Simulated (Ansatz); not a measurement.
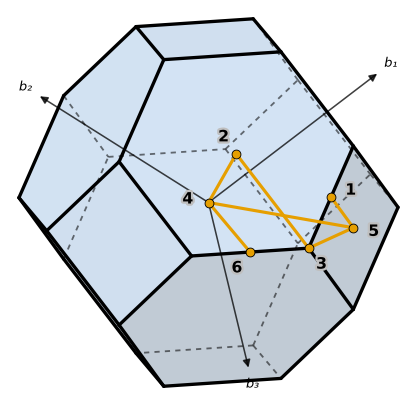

The first Brillouin zone of a face-centred cubic lattice (cF; extended symbol cF2) is drawn with its special points numbered. Crystal: Fe, the input geometry of an electronic-structure calculation (not necessarily at equilibrium). The drawing is computed from the coordinates (standard cell, symmetry found to 0.002 Å).

a = 3.533 Å, b = 3.533 Å, c = 3.533 Å, α = 90.00°, β = 90.00°, γ = 90.00°.

Labels and path follow the convention of Hinuma et al. (2017), as computed by seekpath; the arrows show the directions of the reciprocal primitive vectors b₁, b₂, b₃, in which coordinates are given.

Which special point is each number?

```csv
no.,label,coordinates
1,U,"(5/8, 1/4, 5/8)"
2,L,"(1/2, 1/2, 1/2)"
3,W,"(1/2, 1/4, 3/4)"
4,Γ,"(0, 0, 0)"
5,X,"(1/2, 0, 1/2)"
6,K,"(3/8, 3/8, 3/4)"
```
